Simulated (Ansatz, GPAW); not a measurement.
# Work function of a 7-layer slab of K(100) at several levels

How far do functional and basis move the work function of a 7-layer slab of K(100)?

Program: GPAW 26.7.0 and Ansatz 0.2.0. Level of theory: Ansatz plane waves; slab in vacuum with a dipole correction, relaxation, in the first sound run; inputs show where later runs differ. Results are calculated unless marked as measured.

## Step 1: Starting point

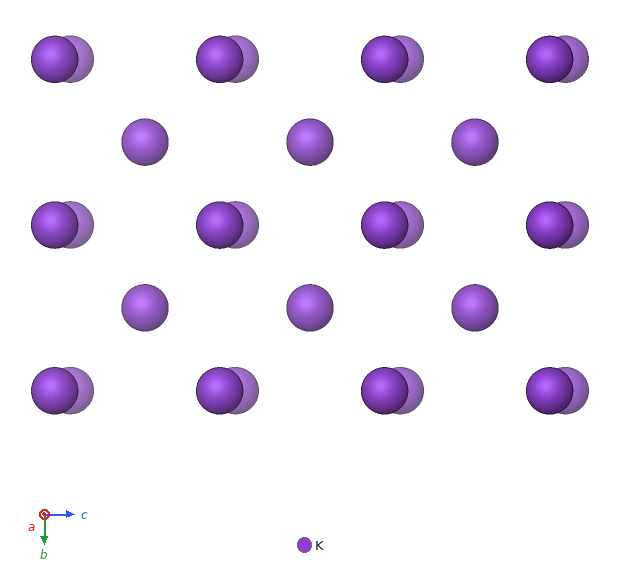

The starting structure, seen from the side, with the c axis across the page (potassium purple). 1×2×1 cells are drawn. Some periodic images of atoms are drawn too.

The cell holds 7 atoms: 7 K. Cell: a = 5.230 Å, b = 5.230 Å, c = 33.690 Å, α = 90.0°, β = 90.0°, γ = 90.0°. Vacuum lies along c.

Coordinates:

```cif
data_structure
_symmetry_space_group_name_H-M 'P 1'
_symmetry_Int_Tables_number 1
_cell_length_a 5.2300
_cell_length_b 5.2300
_cell_length_c 33.6900
_cell_angle_alpha 90.000
_cell_angle_beta 90.000
_cell_angle_gamma 90.000
_cell_volume 921.52
loop_
_atom_site_label
_atom_site_type_symbol
_atom_site_fract_x
_atom_site_fract_y
_atom_site_fract_z
_atom_site_occupancy
K1 K 0.00000 0.00000 0.26714 1
K2 K 0.50000 0.50000 0.34476 1
K3 K 0.00000 0.00000 0.42238 1
K4 K 0.50000 0.50000 0.50000 1
K5 K 0.00000 0.00000 0.57762 1
K6 K 0.50000 0.50000 0.65524 1
K7 K 0.00000 0.00000 0.73286 1
```

## Step 2: Relaxing the atoms

Forces are removed first; all later runs use this geometry. The lowest 3 atoms are held at bulk positions and keep their forces.

Contents of input.yaml:

```yaml
crystal:
  lattice:
    - [5.23, 0.0, 0.0]
    - [0.0, 5.23, 0.0]
    - [0.0, 0.0, 33.69]
  atoms:
    - { symbol: K, position: [0.0, 0.0, 0.267141585] }
    - { symbol: K, position: [0.5, 0.5, 0.3447610567] }
    - { symbol: K, position: [0.0, 0.0, 0.4223805283] }
    - { symbol: K, position: [0.5, 0.5, 0.5] }
    - { symbol: K, position: [0.0, 0.0, 0.5776194717] }
    - { symbol: K, position: [0.5, 0.5, 0.6552389433] }
    - { symbol: K, position: [0.0, 0.0, 0.732858415] }
kpoints:
  mp_grid: { grid: [6, 6, 1] }
hamiltonian:
  xc: pbe
scf:
  occupations: { method: fermi_dirac, width: 0.1 }
efield:
  axis: 3
  dipole_correction: true
  ramp_width: 0.05
relax:
  f_tol: 0.02
  max_steps: 60
  constraints: [{ sites: [0, 1, 2] }]
output:
  write_potential: true
  write_density: true
  volumetric_format: npy
```

On the command line:

```
$ ansatz run input.yaml --threads 4 --pin off --max-ram 8192MiB --backend cpu --events-out ev --progress --plain --runs-dir out
```

Numbers of over 12 decimals in the logs are rounded to 6 here.

The program printed:

```text
Engine: ansatz 0.2.0, x86_64-unknown-linux-gnu
Pseudopotentials: kind: paw
Pseudopotential: K, paw, valence charge 9, recommended cutoff 420 eV (normal), K.paw.azcp
Functional definition: PBE
  parameter kappa = 0.804
  parameter beta = 0.066725
  exchange = pbe_x(kappa = kappa, mu = beta*pi^2/3)
  correlation = pbe_c(beta = beta)
Crystal: 7 atoms, lattice volume = 921.519 Å³
Basis set: ecut = 420 eV, 18073 PW (Γ), exchange–correlation on 72×72×480 points (8 copies of the dense FFT grid, shifted against one another)
Bands: 39, of which v1, the nominal top of the filled ones, is band 32 counted from 1 (31 counted from 0)
Symmetry: 8 space group operations
k-points: 10 of 36
Non-local potential: K, projectors of the file, l = 0: 3, l = 1: 2, l = 2: 2
PAW form: soft (Blöchl's): semilocal exchange-correlation on the pseudo side does not see the compensation charge
PAW one-centre angular grid: K, 110 points (default); XC on 64 Gauss nodes
Initial density: superposition of atomic densities (neutral atoms: chi_scale 0, normalization atom), corrected by the library's trained network
Initial wavefunctions: pseudopotential atomic-orbital guess
Functional: x = pbe(κ = 0.804, μ = 0.219515), c = pbe(β = 0.066725)
SCF iter   1: F=—  HF=-10764.180883 eV  |F-HF|=—  |Δ(HF+E_count)|=         —  Δρ=3.64e-4  dr2=1.05e-2  ethr=1.77e-3  p=0.000 e·Å  D=6.59e-14 V/Å  ΔV_dip=-0.00 eV  dr2_dipole=2.17e-7  V_vac-E_F(+/−)=2.27/2.27 eV  ⟨swp⟩=12.2  Hψ=1974  notcnv=0
efield: sawtooth ramp at fractional position 0.9750 (placed from the atoms, in the widest stretch of the axis that holds none; the zero of the levels goes with the place), width 0.0500; the density the first Hamiltonian is built on has a dipole p = 0.000 e·Å; the dipole correction subtracts the counter field D = 6.59e-14 V/Å, which shifts the + side's vacuum level by -0.00 eV against the − side's; the planar-averaged density in the ramp window peaks in size at 3.8e-6 e/Å³
preconditioner: auto → LDOS  [metal: Δε(μ)=0.014 eV  Ē_g=1.776 eV  σ=0.100 eV  W_gap=0.03  n_scr=90 (ndim 8)  ℏωp=3.2 eV  f_vac=0.412  D(μ)=6.14/eV (n_scr^D=10)  β→1.0]
SCF iter   2: F=—  HF=-10764.185078 eV  |F-HF|=—  |Δ(HF+E_count)|=   4.19e-3  Δρ=2.29e-4  dr2=1.79e-3  ethr=1.67e-5  p=0.000 e·Å  D=6.17e-6 V/Å  ΔV_dip=-0.00 eV  dr2_dipole=1.80e-7  V_vac-E_F(+/−)=2.27/2.27 eV  ⟨swp⟩=3.8  Hψ=801  notcnv=0
SCF iter   3: F=—  HF=-10764.185107 eV  |F-HF|=—  |Δ(HF+E_count)|=   2.94e-5  Δρ=2.42e-4  dr2=6.09e-4  ethr=2.84e-6  p=0.000 e·Å  D=8.08e-7 V/Å  ΔV_dip=-0.00 eV  dr2_dipole=1.51e-9  V_vac-E_F(+/−)=2.27/2.27 eV  ⟨swp⟩=2.0  Hψ=644  notcnv=0
SCF iter   4: F=—  HF=-10764.184922 eV  |F-HF|=—  |Δ(HF+E_count)|=   1.85e-4  Δρ=2.45e-5  dr2=1.20e-5  ethr=9.66e-7  p=0.000 e·Å  D=3.66e-7 V/Å  ΔV_dip=-0.00 eV  dr2_dipole=8.00e-10  V_vac-E_F(+/−)=2.27/2.27 eV  ⟨swp⟩=2.0  Hψ=636  notcnv=0
iter 5 did not close the SCF: its close was put off for the readings that it lacked (scf_convergence_deferred on its scf_iter line)
SCF iter   5: F=-10764.184927 eV  HF=-10764.184926 eV  |F-HF|=3.70e-7  |Δ(HF+E_count)|=   4.13e-6  Δρ=7.92e-6  dr2=1.97e-6  ethr=1.91e-8  p=0.000 e·Å  D=2.47e-7 V/Å  ΔV_dip=-0.00 eV  dr2_dipole=1.93e-11  V_vac-E_F(+/−)=2.26/2.26 eV  ⟨swp⟩=2.9  Hψ=691  notcnv=0
SCF iter   6: F=-10764.184927 eV  HF=-10764.184927 eV  |F-HF|=5.44e-8  |Δ(HF+E_count)|=   7.29e-7  Δρ=3.89e-6  dr2=2.53e-7  ethr=3.13e-9  p=0.000 e·Å  D=1.47e-7 V/Å  ΔV_dip=-0.00 eV  dr2_dipole=9.33e-12  V_vac-E_F(+/−)=2.26/2.26 eV  ⟨swp⟩=10.5  Hψ=3258  notcnv=0
SCF 1 converged in 6 iterations: F = -10764.184927 eV  dr2 = 2.53e-7
  greatest PAW one-centre occupation: 0.988 electrons in one spin orbital (limit 2), on the K atom at site 2 (counted from 0), in its partial waves of l = 0
relax step   1: F+E_penalty+E_count = -10764.18492707 eV  Δ(F+E_penalty+E_count) = +0.000e0 eV  max|allowed force component| = 2.824e-2 eV/Å  Δτ_max = 0.0000 Å  (6 SCF iters, dr2 threshold 1.00e-5 eV, accepted)
Initial density: handed on by an earlier stage of this run
Initial wavefunctions: those handed on with the density
iter 1 solved again at ethr=3.92e-7 eV; its pass at ethr=3.10e-3 eV (dr2=2.47e-4 eV) is discarded
SCF iter   1: F=—  HF=-10764.185683 eV  |F-HF|=—  |Δ(HF+E_count)|=         —  Δρ=4.96e-5  dr2=3.55e-4  ethr=3.92e-7  p=0.000 e·Å  D=1.50e-7 V/Å  ΔV_dip=-0.00 eV  dr2_dipole=1.12e-4  V_vac-E_F(+/−)=2.26/2.26 eV  ⟨swp⟩=3.0  Hψ=1164  notcnv=0
efield: sawtooth ramp at fractional position 0.9750 (handed on by an earlier solve), width 0.0500; the density the first Hamiltonian is built on has a dipole p = 0.000 e·Å; the dipole correction subtracts the counter field D = 1.50e-7 V/Å, which shifts the + side's vacuum level by -0.00 eV against the − side's; the planar-averaged density in the ramp window peaks in size at 1.5e-6 e/Å³
preconditioner: auto → LDOS  [metal: Δε(μ)=0.015 eV  Ē_g=1.777 eV  σ=0.100 eV  W_gap=0.04  n_scr=90 (ndim 8)  ℏωp=3.2 eV  f_vac=0.414  D(μ)=6.16/eV (n_scr^D=10)  β→1.0]
SCF iter   2: F=—  HF=-10764.185673 eV  |F-HF|=—  |Δ(HF+E_count)|=   9.75e-6  Δρ=3.09e-5  dr2=3.08e-5  ethr=3.92e-7  p=-0.000 e·Å  D=-4.76e-5 V/Å  ΔV_dip=0.00 eV  dr2_dipole=9.07e-6  V_vac-E_F(+/−)=2.26/2.26 eV  ⟨swp⟩=1.3  Hψ=393  notcnv=0
SCF iter   3: F=—  HF=-10764.185567 eV  |F-HF|=—  |Δ(HF+E_count)|=   1.06e-4  Δρ=3.15e-5  dr2=9.01e-6  ethr=4.89e-8  p=-0.000 e·Å  D=-3.62e-5 V/Å  ΔV_dip=0.00 eV  dr2_dipole=8.02e-7  V_vac-E_F(+/−)=2.26/2.26 eV  ⟨swp⟩=2.0  Hψ=718  notcnv=0
SCF iter   4: F=—  HF=-10764.185564 eV  |F-HF|=—  |Δ(HF+E_count)|=   3.04e-6  Δρ=2.57e-6  dr2=2.26e-7  ethr=1.43e-8  p=-0.000 e·Å  D=-2.33e-5 V/Å  ΔV_dip=0.00 eV  dr2_dipole=2.58e-8  V_vac-E_F(+/−)=2.26/2.26 eV  ⟨swp⟩=2.0  Hψ=600  notcnv=0
SCF iter   5: F=-10764.185565 eV  HF=-10764.185565 eV  |F-HF|=1.66e-8  |Δ(HF+E_count)|=   1.33e-7  Δρ=1.78e-6  dr2=4.35e-8  ethr=1.59e-10  p=0.000 e·Å  D=2.37e-7 V/Å  ΔV_dip=-0.00 eV  dr2_dipole=1.91e-9  V_vac-E_F(+/−)=2.26/2.26 eV  ⟨swp⟩=10.9  Hψ=2722  notcnv=0
SCF 2 converged in 5 iterations: F = -10764.185565 eV  dr2 = 4.35e-8
relax step   2: F+E_penalty+E_count = -10764.18556452 eV  Δ(F+E_penalty+E_count) = -6.374e-4 eV  max|allowed force component| = 2.574e-2 eV/Å  Δτ_max = 0.0268 Å  (5 SCF iters, accepted)
SCF iter   1: F=—  HF=-10764.188883 eV  |F-HF|=—  |Δ(HF+E_count)|=         —  Δρ=3.42e-4  dr2=1.58e-2  ethr=2.75e-4  p=0.000 e·Å  D=2.24e-7 V/Å  ΔV_dip=-0.00 eV  dr2_dipole=4.26e-3  V_vac-E_F(+/−)=2.26/2.26 eV  ⟨swp⟩=4.0  Hψ=1193  notcnv=0
[...]
SCF iter   3: F=—  HF=-10764.188755 eV  |F-HF|=—  |Δ(HF+E_count)|=   1.12e-4  Δρ=2.14e-4  dr2=4.26e-4  ethr=2.95e-6  p=-0.001 e·Å  D=-2.65e-4 V/Å  ΔV_dip=0.01 eV  dr2_dipole=4.30e-5  V_vac-E_F(+/−)=2.27/2.26 eV  ⟨swp⟩=2.0  Hψ=714  notcnv=0
SCF iter   4: F=—  HF=-10764.188610 eV  |F-HF|=—  |Δ(HF+E_count)|=   1.46e-4  Δρ=2.06e-5  dr2=1.14e-5  ethr=6.76e-7  p=-0.001 e·Å  D=-1.79e-4 V/Å  ΔV_dip=0.01 eV  dr2_dipole=5.45e-7  V_vac-E_F(+/−)=2.27/2.26 eV  ⟨swp⟩=2.0  Hψ=670  notcnv=0
SCF iter   5: F=—  HF=-10764.188492 eV  |F-HF|=—  |Δ(HF+E_count)|=   1.17e-4  Δρ=1.28e-5  dr2=2.93e-6  ethr=1.81e-8  p=-0.000 e·Å  D=-3.27e-5 V/Å  ΔV_dip=0.00 eV  dr2_dipole=3.48e-8  V_vac-E_F(+/−)=2.27/2.26 eV  ⟨swp⟩=2.6  Hψ=759  notcnv=0
SCF iter   6: F=—  HF=-10764.188493 eV  |F-HF|=—  |Δ(HF+E_count)|=   3.96e-7  Δρ=2.52e-6  dr2=2.24e-7  ethr=4.65e-9  p=0.000 e·Å  D=5.90e-5 V/Å  ΔV_dip=-0.00 eV  dr2_dipole=1.42e-8  V_vac-E_F(+/−)=2.26/2.26 eV  ⟨swp⟩=2.0  Hψ=720  notcnv=0
SCF iter   7: F=-10764.188493 eV  HF=-10764.188493 eV  |F-HF|=7.95e-9  |Δ(HF+E_count)|=   2.35e-8  Δρ=8.27e-7  dr2=2.68e-8  ethr=1.59e-10  p=0.000 e·Å  D=8.18e-5 V/Å  ΔV_dip=-0.00 eV  dr2_dipole=3.26e-10  V_vac-E_F(+/−)=2.26/2.26 eV  ⟨swp⟩=10.8  Hψ=2634  notcnv=0
SCF 3 converged in 7 iterations: F = -10764.188493 eV  dr2 = 2.68e-8
relax step   3: F+E_penalty+E_count = -10764.18849284 eV  Δ(F+E_penalty+E_count) = -2.928e-3 eV  max|allowed force component| = 6.965e-3 eV/Å  Δτ_max = 0.1943 Å  (7 SCF iters, accepted)
SCF iter   1: F=—  HF=-10764.188829 eV  |F-HF|=—  |Δ(HF+E_count)|=         —  Δρ=2.30e-4  dr2=6.33e-3  ethr=1.09e-4  p=0.000 e·Å  D=8.19e-5 V/Å  ΔV_dip=-0.00 eV  dr2_dipole=1.49e-5  V_vac-E_F(+/−)=2.26/2.26 eV  ⟨swp⟩=4.2  Hψ=1130  notcnv=0
efield: sawtooth ramp at fractional position 0.9750 (handed on by an earlier solve), width 0.0500; the density the first Hamiltonian is built on has a dipole p = 0.000 e·Å; the dipole correction subtracts the counter field D = 8.19e-5 V/Å, which shifts the + side's vacuum level by -0.00 eV against the − side's; the planar-averaged density in the ramp window peaks in size at 2.1e-6 e/Å³
preconditioner: auto → LDOS  [metal: Δε(μ)=0.004 eV  Ē_g=1.767 eV  σ=0.100 eV  W_gap=0.01  n_scr=90 (ndim 8)  ℏωp=3.2 eV  f_vac=0.404  D(μ)=6.18/eV (n_scr^D=10)  β→1.0]
SCF iter   2: F=—  HF=-10764.189303 eV  |F-HF|=—  |Δ(HF+E_count)|=   4.74e-4  Δρ=1.54e-4  dr2=5.66e-3  ethr=1.00e-5  p=-0.001 e·Å  D=-2.42e-4 V/Å  ΔV_dip=0.01 eV  dr2_dipole=3.34e-3  V_vac-E_F(+/−)=2.27/2.27 eV  ⟨swp⟩=1.1  Hψ=471  notcnv=0
SCF iter   3: F=—  HF=-10764.189164 eV  |F-HF|=—  |Δ(HF+E_count)|=   1.39e-4  Δρ=4.83e-5  dr2=7.36e-4  ethr=8.99e-6  p=-0.001 e·Å  D=-1.96e-4 V/Å  ΔV_dip=0.01 eV  dr2_dipole=3.96e-4  V_vac-E_F(+/−)=2.27/2.27 eV  ⟨swp⟩=1.0  Hψ=390  notcnv=0
SCF iter   4: F=—  HF=-10764.189173 eV  |F-HF|=—  |Δ(HF+E_count)|=   9.72e-6  Δρ=8.11e-5  dr2=5.04e-5  ethr=1.17e-6  p=-0.000 e·Å  D=-2.78e-5 V/Å  ΔV_dip=0.00 eV  dr2_dipole=1.79e-6  V_vac-E_F(+/−)=2.27/2.27 eV  ⟨swp⟩=2.0  Hψ=451  notcnv=0
SCF iter   5: F=—  HF=-10764.189035 eV  |F-HF|=—  |Δ(HF+E_count)|=   1.38e-4  Δρ=6.41e-6  dr2=7.20e-6  ethr=8.00e-8  p=0.000 e·Å  D=2.92e-6 V/Å  ΔV_dip=-0.00 eV  dr2_dipole=5.46e-6  V_vac-E_F(+/−)=2.27/2.27 eV  ⟨swp⟩=2.0  Hψ=664  notcnv=0
SCF iter   6: F=—  HF=-10764.189036 eV  |F-HF|=—  |Δ(HF+E_count)|=   5.78e-7  Δρ=5.38e-6  dr2=8.47e-7  ethr=1.14e-8  p=0.000 e·Å  D=9.49e-5 V/Å  ΔV_dip=-0.00 eV  dr2_dipole=1.95e-7  V_vac-E_F(+/−)=2.26/2.27 eV  ⟨swp⟩=2.1  Hψ=518  notcnv=0
SCF iter   7: F=—  HF=-10764.189036 eV  |F-HF|=—  |Δ(HF+E_count)|=   3.97e-8  Δρ=1.03e-6  dr2=3.11e-7  ethr=1.34e-9  p=0.001 e·Å  D=1.17e-4 V/Å  ΔV_dip=-0.00 eV  dr2_dipole=1.48e-7  V_vac-E_F(+/−)=2.26/2.27 eV  ⟨swp⟩=2.1  Hψ=725  notcnv=0
SCF iter   8: F=-10764.189036 eV  HF=-10764.189036 eV  |F-HF|=1.81e-9  |Δ(HF+E_count)|=  5.09e-11  Δρ=4.32e-7  dr2=3.68e-9  ethr=1.59e-10  p=0.001 e·Å  D=1.24e-4 V/Å  ΔV_dip=-0.00 eV  dr2_dipole=1.01e-9  V_vac-E_F(+/−)=2.26/2.27 eV  ⟨swp⟩=9.1  Hψ=2671  notcnv=0
SCF 4 converged in 8 iterations: F = -10764.189036 eV  dr2 = 3.68e-9
relax step   4: F+E_penalty+E_count = -10764.18903553 eV  Δ(F+E_penalty+E_count) = -5.427e-4 eV  max|allowed force component| = 3.484e-3 eV/Å  Δτ_max = 0.1227 Å  (8 SCF iters, accepted)
NSCF: frozen V_eff on 10 k-points
the band table was solved once a step of the walk had ended and its energy, with any forces and stress, was formed, with the checks that follow a solve (1941 applications of the Hamiltonian). They found nothing against the state; the energy, forces and stress were not computed again (output.eigenvalues in the input reference)
WARN: The output density's exchange-correlation potential varies sharply where the density is thin. Do not read a vacuum level from v_tot or v_xc, or from such a field of the output density. On a cell that repeats whose density bears no net charge and no dipole along the vacuum's axis use v_es (v_loc + v_h of the components); under efield.dipole_correction with no amplitude use v_es + v_field, which holds any externa [...]
SCF converged after 8 iterations
Free energy (F): -10764.189036 eV
Harris-Foulkes:  -10764.189036 eV  (|F-HF|=1.81e-9)
Internal energy: -10763.992625 eV  (E = F + TS)
E sigma→0 (E₀):  -10764.090830 eV
Entropy (-TS):   -0.196410 eV (-28.059 meV/atom)
Fermi energy:    0.024555 eV
Dipole field:    D = 0.000144 V/Å  (p = 0.000734 e·Å, saw-weighted, corrected)
Work function:   Φ+ = 2.2612 eV   Φ− = 2.2661 eV
Levels:          The Fermi level and band energies are counted from a zero that moves with the ramp; work functions are not
--- Per-component energies (eV) ---
  E_band       = -1113.641604
  E_kinetic    = 1764.865481
  E_local      = -20145.880120  (includes V_loc(G=0)·N_el)
  E_nonlocal   = 90.518181
  E_hartree    = 9259.805361
  E_xc         = -935.737248
  E_vxc        = -1140.523053  (∫ρ·V_xc dr)
  E_paw        = -5472.897783  (= ΣΔE_a)
  E_vpaw       = -202.227662  (= ΣTr[D̂ρ^β])
  E_aug_tail   = -0.000023  (compensation charges beyond the density's cutoff)
  E_efield     = 0.000000  (sawtooth field / dipole correction)
  E_vefield    = -0.001072  (∫n·V_field dr)
  E_ewald      = 4675.333526
  E_smearing   = -0.196410  (= −TS)
  E_closure    = -0.000000  (closes the sum)
  Σ components = -10764.189036   (vs F -10764.189036, Δ=0.00e0)
--- Forces (eV/Å), atoms counted from 1 ---
  atom   1  K      0.00000000     0.00000000    -0.02838525
  atom   2  K     -0.00000000     0.00000000     0.01612356
  atom   3  K     -0.00000000     0.00000000     0.01090339
  atom   4  K     -0.00000000     0.00000000    -0.00021214
  atom   5  K      0.00000000     0.00000000    -0.00075646
  atom   6  K     -0.00000000     0.00000000     0.00348377
  atom   7  K      0.00000000     0.00000000    -0.00115064
  max |Σ_I F_I| component: 6.21e-6 eV/Å
--- Band table (eV; the first three rows and the last of 10) ---
  k-point 0: bands = [... 28 lower, -2.0448, -1.7826, -1.3449, -0.7791, -0.1413, 0.4947, 1.0916, 1.6555, ... 3 higher]
  k-point 1: bands = [... 28 lower, -1.8705, -1.6117, -1.1801, -0.6214, 0.0083, 0.6329, 1.1999, 1.4275, ... 3 higher]
  k-point 2: bands = [... 28 lower, -1.3627, -1.1143, -0.7013, -0.1660, 0.4225, 0.4409, 0.6420, 1.0009, ... 3 higher]
  k-point 9: bands = [... 28 lower, 0.5841, 0.6148, 0.8042, 0.8042, 0.8224, 0.9108, 0.9483, 0.9483, ... 3 higher]
--- Relaxed structure (4 steps of the walk, 4 accepted, 0 SCFs on fresh bases) ---
  F+E_penalty+E_count = -10764.18903553 eV   max|allowed force component| = 3.484e-3 eV/Å
  atoms:
    - { symbol: K, position: [0.0, 0.0, 0.267142] }
    - { symbol: K, position: [0.5, 0.5, 0.344761] }
    - { symbol: K, position: [0.0, 0.0, 0.422381] }
    - { symbol: K, position: [0.5, 0.5, 0.502739] }
    - { symbol: K, position: [0, 0.0, 0.582868] }
    - { symbol: K, position: [0.5, 0.5, 0.661602] }
    - { symbol: K, position: [0, 0.0, 0.743062] }
```

Elapsed: 15 s, on 4 threads of AMD EPYC 9R14 (Zen 4), shared host; peak memory 1.3 GiB.

Step by step:

```csv
step,energy less that of the first step (eV),largest force component (eV/Å)
1,0.0000,0.0282
2,-0.0006,0.0257
3,-0.0036,0.0070
4,-0.0041,0.0035
```

Forces are held to the 8 operations that the run works with; a distortion that breaks them can't arise in this run.

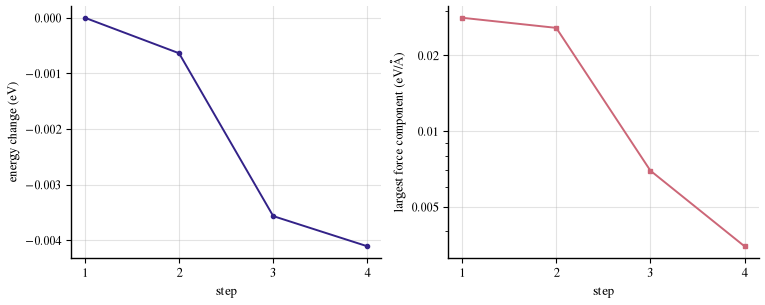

Energy and largest force along the relaxation.

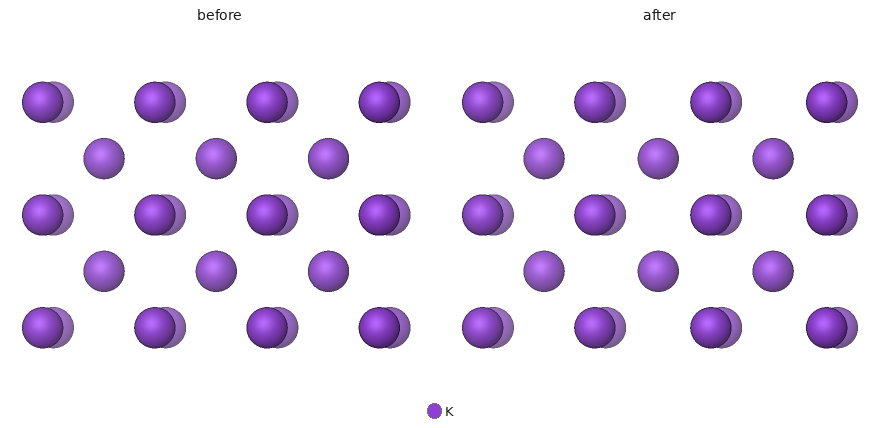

The structure before and after the relaxation, drawn at the same scale.

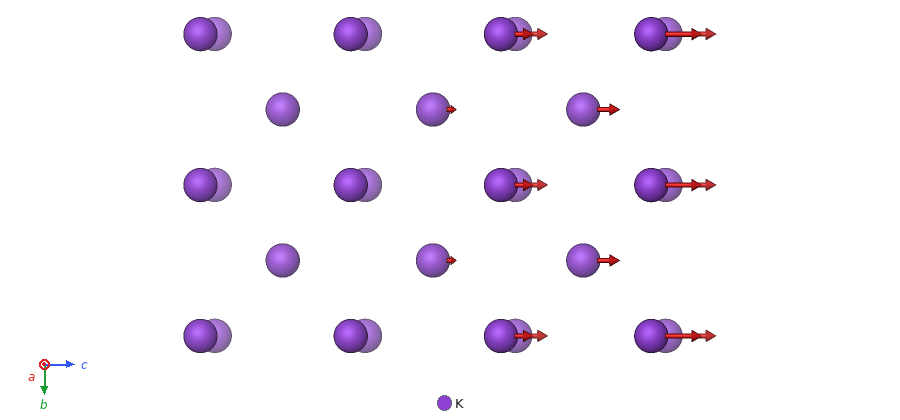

Displacements in the relaxation, exaggerated; the longest in the cell stands for 0.34 Å. 1×2×1 cells are drawn. Some periodic images of atoms are drawn too.

The atoms that moved most (Å):

```csv
atom,dx,dy,dz,length
K7,0.000,0.000,0.344,0.344
K6,0.000,0.000,0.214,0.214
K5,0.000,0.000,0.177,0.177
K4,0.000,0.000,0.092,0.092
```

Numbers from this step:

```yaml
free_energy: -10764.1890 eV
smearing_term_ts: 0.1964 eV
symmetry_operations: 8
upper_work_function: 2.261 eV
lower_work_function: 2.266 eV
dipole_along_the_normal: 7.34e-4 e·Å
dipole_field: 1.44e-4 V/Å
vacuum_level_above: 2.286 eV
vacuum_level_below: 2.291 eV
```

(Continued in part 2 of 3.)

[Logs are printed without paths, hosts, clocks, repeated set-up lines and the standing remarks that a program may print on its own settings, such as how far it seeks lower states.]

[Hosts, paths, dates, database ids (printed as entryN), source tags and the programs' standing remarks are cut or masked in the printed files.]
